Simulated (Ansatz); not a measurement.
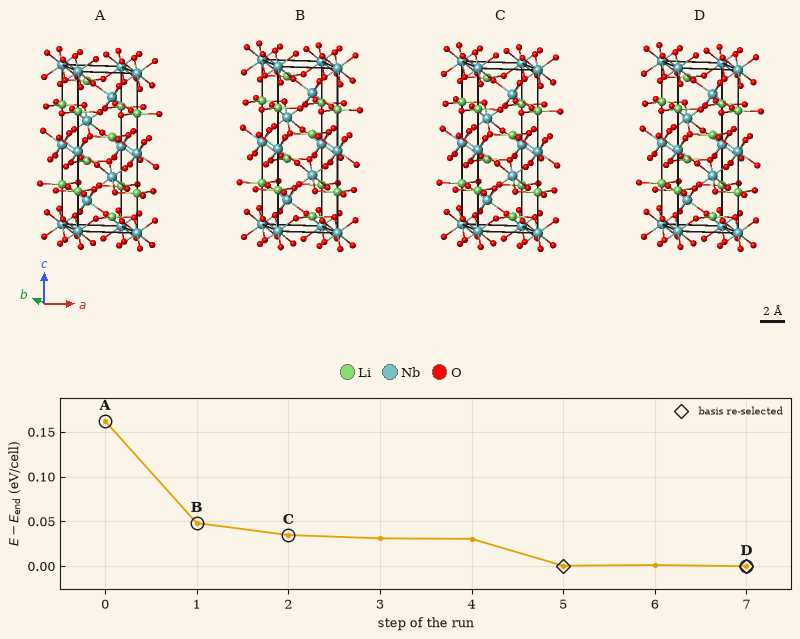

Frames of a relaxation of crystalline LiNbO3 (set up in R-3c) (coarse preliminary run), marked on the history of the run. Style: ball-and-stick. Shown: the conventional cell (3 times the calculation's cell), slightly off an axis. Lengths and directions refer to the drawn axes.

Computed with DFT PBE, scalar-relativistic, plane waves, PAW (Ansatz).

Input file:
```yaml
crystal:
  lattice:
    - [2.5689, 1.4831551065, 4.4995666667]
    - [-2.5689, 1.4831551065, 4.4995666667]
    - [0.0, -2.966310213, 4.4995666667]
  atoms:
    - { symbol: Li, position: [0.25, 0.25, 0.25] }
    - { symbol: Li, position: [0.75, 0.75, 0.75] }
    - { symbol: Nb, position: [0.0, 0.0, 0.0] }
    - { symbol: Nb, position: [0.5, 0.5, 0.5] }
    - { symbol: O, position: [0.12435, 0.37565, 0.75] }
    - { symbol: O, position: [0.75, 0.12435, 0.37565] }
    - { symbol: O, position: [0.37565, 0.75, 0.12435] }
    - { symbol: O, position: [0.25, 0.87565, 0.62435] }
    - { symbol: O, position: [0.87565, 0.62435, 0.25] }
    - { symbol: O, position: [0.62435, 0.25, 0.87565] }
basis:
  ecutwfc: 420
kpoints:
  mp_grid: { grid: [6, 6, 6] }
hamiltonian:
  xc: pbe
scf:
  occupations: { method: gaussian, width: 0.1 }
output:
  forces: true
  stress: true
  eigenvalues: true
relax:
  adjacent_minimum: "off"
  f_tol: 0.05
  max_steps: 80
  cell: { stress_tol: 0.5 }
```

Launched with:
```bash
ansatz run input.yaml --threads 2 --pin off --max-ram 5120MiB --backend cpu --events-out ev --progress --plain --runs-dir out
```

> What happens along the run?

The energy falls by 0.162 eV per cell of the calculation in 5 accepted moves (7 points after the start). The largest force component goes from 0.14 to 0.00028 eV/Å. Pressure: 10.14 GPa at the start and 0.05 GPa at the end. The SCF was repeated twice at an unchanged geometry on a basis and grid sized afresh for the cell, which shifted the energy by 30.1 meV per cell of the calculation at most. The largest moves relative to the cell, 0.031 Å, are those of O5, O6, O7, O8, O9 and O10. O5 goes along +a. Nb and Li stay in place. The volume changes by +5.6 %, with a = b 5.138 → 5.222 Å (+1.6 %), c 13.499 → 13.793 Å (+2.2 %). Some distances before and after: Li1–O10 1.923 → 1.986 Å, Nb3–O10 1.970 → 1.996 Å. The space group stays R-3c (No. 167). Cost: 62 s on 2 threads of Arm Neoverse N1 (shared host), peak memory 0.47 GiB. From step 0 to 1: volume +4.6 %, energy −0.114 eV per cell of the calculation. From step 1 to 2: energy −13.4 meV per cell of the calculation. From step 2 to 7: O atoms move most (0.02 Å), volume +0.8 %, energy −34.9 meV per cell of the calculation.
